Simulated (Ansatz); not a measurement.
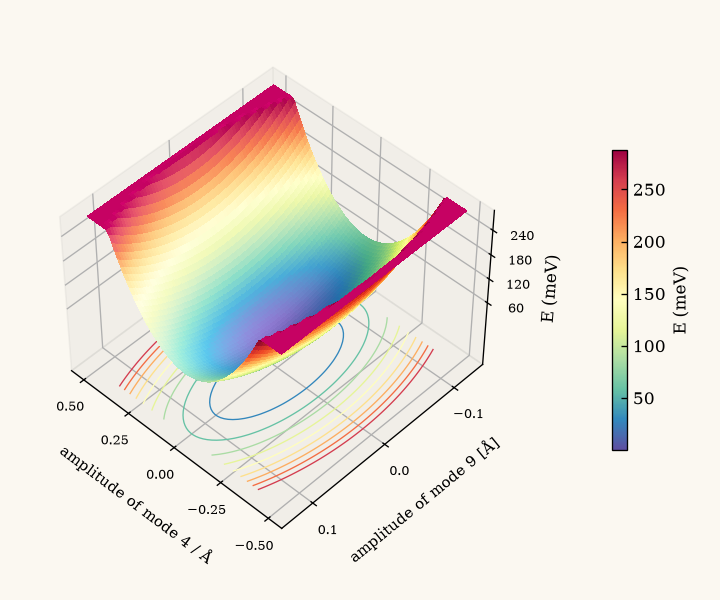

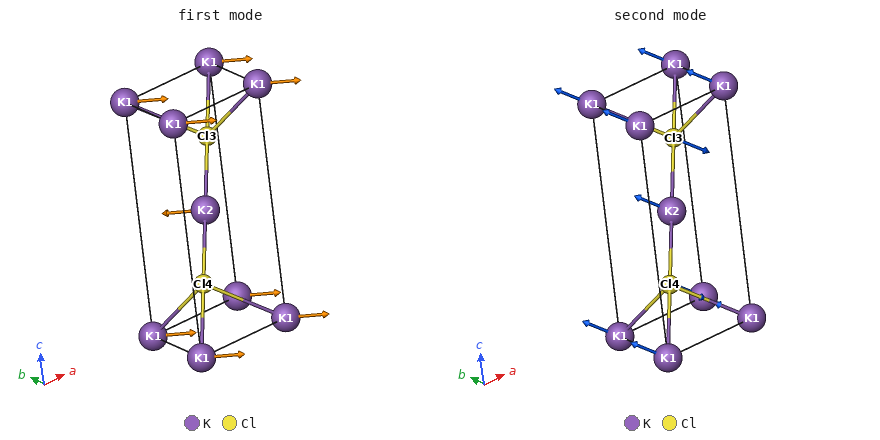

Energy landscape of KCl (Fm-3m, No. 225; 4 atoms in the cell). 
- The energy is mapped over two normal modes frozen in (zone-centre modes of the 4-atom cell of this scan, which folds in the wave vector (0, 0, 1/2) of the primitive cell).
- Coordinates scanned: (1) amplitude of mode 4 (92 cm⁻¹), largest displacement; (2) amplitude of mode 9 (126 cm⁻¹), largest displacement.
- Nothing is relaxed (the cell and all other modes fixed).
- The grid has 7 × 7 points; 16 points were computed and 33 follow by symmetry.
- Points are written as (first, second).
- Energies: meV per cell, counted from the lowest grid point.
- All numbers below come from DFT PBE, scalar-relativistic, plane waves, PAW (Ansatz). Settings: cutoff 420 eV, k-mesh 6×6×6, gaussian smearing 0.05 eV, no spin polarisation.

The picture shows a relief with its contours projected below, any walls above the top of the colour scale cut off. Between grid points the surface is interpolated. The second picture is the structure at the lowest point

Q: Summarise what can be read from the map.

A: The lowest grid point is at (0.000 Å, 0.000 Å). It is the only kind of minimum in the scanned range. The highest grid point, (−0.497 Å, −0.124 Å), lies 431 meV above the lowest. The gap on the k-mesh is 5.0 eV at the lowest point and runs from 5.0 to 5.1 eV over the map.

The values on the grid:

| second ↓, first → | −0.497 | −0.331 | −0.166 | 0.000 | 0.166 | 0.331 | 0.497 |
| --- | --- | --- | --- | --- | --- | --- | --- |
| 0.124 | 431 | 223 | 105 | 67 | 105 | 223 | 431 |
| 0.083 | 370 | 174 | 64 | 28 | 64 | 174 | 370 |
| 0.041 | 335 | 147 | 41 | 7 | 41 | 147 | 335 |
| 0.000 | 324 | 138 | 34 | 0 | 34 | 138 | 324 |
| −0.041 | 335 | 147 | 41 | 7 | 41 | 147 | 335 |
| −0.083 | 370 | 174 | 64 | 28 | 64 | 174 | 370 |
| −0.124 | 431 | 223 | 105 | 67 | 105 | 223 | 431 |

Each point was launched as `ansatz run input.yaml --threads 1 --pin off --max-ram 2048MiB --backend cpu --events-out ev --progress --plain --runs-dir out`. Time for the 16 points that were run: 10 min on 1 thread of Arm Neoverse N1, on a shared host.
